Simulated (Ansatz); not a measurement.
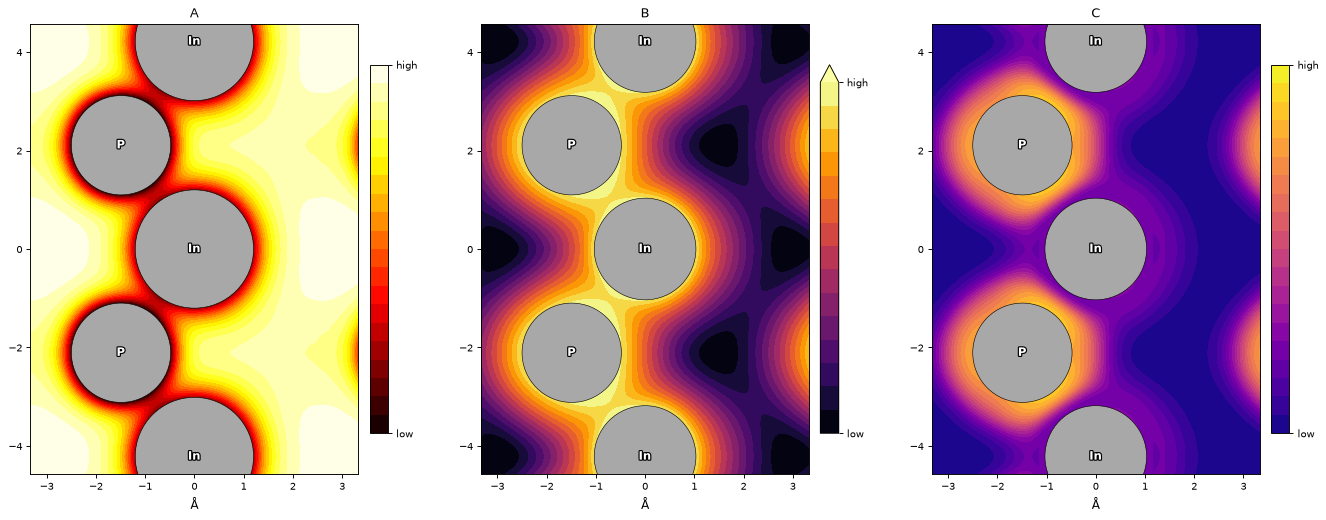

InP: 3 fields on the (101) plane of the conventional cell, with unlabelled colour scales. Grey discs cover the atomic cores.

Space group F-43m; started from the InP prototype.

All numbers below come from DFT PBE, scalar-relativistic, plane waves, PAW in Ansatz 0.2.0.

Question: Match the panels to the quantities (electron localisation function, electrostatic potential energy of an electron and valence pseudo-density).

Answer: Panel A: electrostatic potential energy of an electron (low next to the atoms, rising into the space between them). Panel B: valence pseudo-density. Panel C: electron localisation function. From the grid: In–P (2.58 Å): the density is about 0.43 e/Å³ at the midpoint; the ELF peaks at about 0.90 in the valence shell of P, 0.9 Å from its nucleus, and is about 0.55 at the midpoint.
